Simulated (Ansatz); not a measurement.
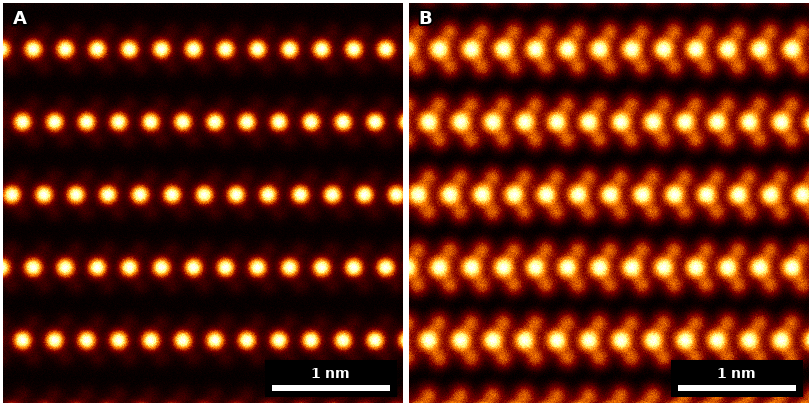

Two simulated images of the same area of WS$_{2}$ (R3m, No. 160) along [100], with a probe of 1.24 Å. One is incoherent Z contrast (Z^1.7 per atom), the other the projected potential of neutral atoms blurred by the probe (iDPC-like, thin sample). Brightness is counted from the darkest point of the image. Shot noise was added. Structure used: the geometry given to an electronic-structure calculation, possibly off equilibrium; the starting structure was generated, so it need not be a known form of this composition.

Q: Which panel is which, and how can one tell?

A is the Z-contrast image and B the potential image. The columns of 1 S per repeat reach about 10 % of the brightest peak (1 W) in A but about 43 % in B, mainly since the potential grows much more slowly with atomic number. The S columns show clearly in B alone.
